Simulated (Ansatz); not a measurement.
System: Ga, space group Pm-3m (No. 221).

Starting cell:
```yaml
crystal:
  lattice:
    - [2.71613, 0.00000, 0.00000]
    - [0.00000, 2.71613, 0.00000]
    - [0.00000, 0.00000, 2.71718]
  atoms:
    - { symbol: Ga, position: [0.00000, 0.00000, 0.00000] }
```

One of the inputs:
```
crystal:
  lattice:
    - [2.7643261576, 0.0, 0.0]
    - [0.0, 2.7643261576, 0.0]
    - [0.0, 0.0, 2.6605426123]
  atoms:
    - { symbol: Ga, position: [0.0, 0.0, 0.0] }
basis:
  ecutwfc: 420
kpoints:
  mp_grid: { grid: [20, 20, 20] }
hamiltonian:
  xc: pbe
scf:
  occupations: { method: gaussian, width: 0.1 }
output:
  forces: true
  stress: true
  eigenvalues: true
relax:
  adjacent_minimum: "off"
  f_tol: 0.01
  max_steps: 80
  cell: { stress_tol: 0.05 }
```

Run as:
```bash
ansatz run input.yaml --threads 1 --pin off --max-ram 2048MiB --backend cpu --events-out ev --progress --plain --runs-dir out
```

How it was computed, with Ansatz 0.2.0: third-order Birch-Murnaghan fit to density functional energies at scaled volumes of the given relaxed cell, shape and atoms relaxed at each volume; energies count from the fitted minimum; plane waves with PAW datasets, Γ-centred k mesh. Level: PBE, no spin polarisation.

- wave cutoff: 420 eV
- k mesh: 20×20×20
- occupations: Gaussian
- smearing width: 0.1 eV

What does the calculation give for the energy above the minimum and pressure against volume? The volume takes the values 17.640, 18.242, 18.843, 19.444, 20.046, 20.647, 21.248, 22.050 Å³/atom.

A third-order Birch–Murnaghan fit gives V0 = 20.04 Å³/atom, B0 = 46 GPa and B′ = 5.6. The energy above the minimum is 54.6 meV/atom at volume 17.640 Å³/atom and 23.5 meV/atom at 22.050 Å³/atom; the lowest computed point is at volume 20.046 Å³/atom (0.2 meV/atom). The pressure falls from 8.34 GPa at volume 17.640 Å³/atom to −3.39 GPa at 22.050 Å³/atom, and changes sign near 20.06 Å³/atom. The solid is metallic at every point.

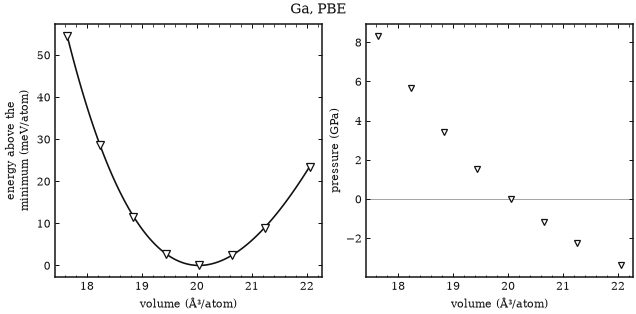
